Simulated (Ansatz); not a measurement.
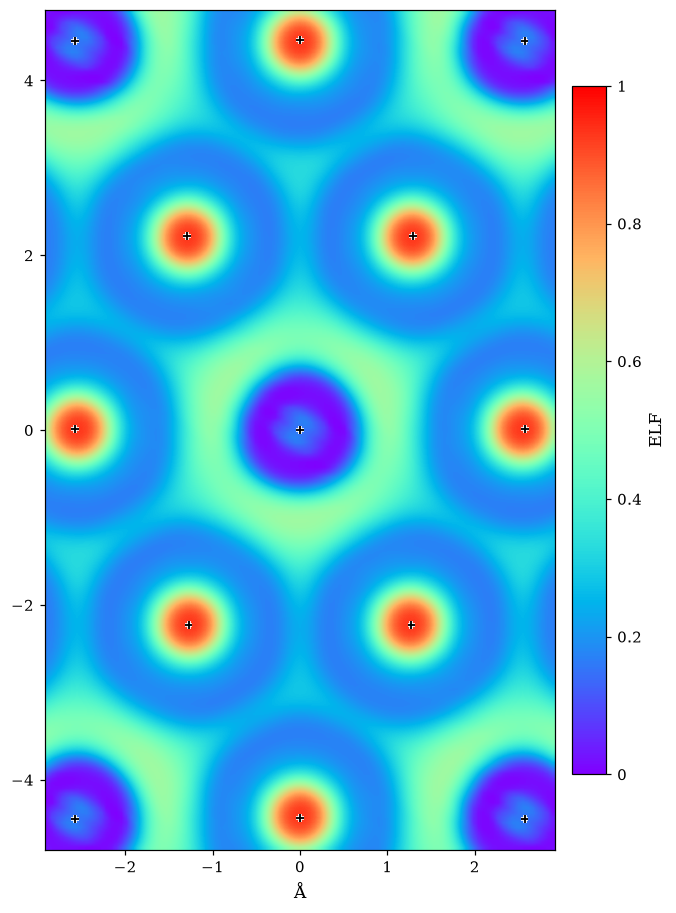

The ELF on a plane through atoms (crosses mark nuclei in the plane).

The calculation used DFT PBEsol, scalar-relativistic, plane waves, PAW (Ansatz 0.2.0).

Candidates:
A. HfN, a = 4.50 Å, b = 4.50 Å, c = 4.50 Å, α = 90.00°, β = 90.00°, γ = 90.00°. Space group Fm-3m; computed without spin polarisation.
B. AlCu3, a = 5.14 Å, b = 5.14 Å, c = 4.18 Å, α = 90.00°, β = 90.00°, γ = 120.00°. Space group P6₃/mmc; a structure from a database of computed crystals, not necessarily the ambient phase; computed without spin polarisation.

**Which candidate gave the map?**

Candidate B: AlCu3 on the (001) plane of the conventional cell, which holds Al and Cu. Cu–Cu (2.55 Å): the ELF is about 0.25 at the midpoint; no shared electron pair shows on this line. Al–Cu (2.57 Å): the ELF is about 0.40 at the midpoint.
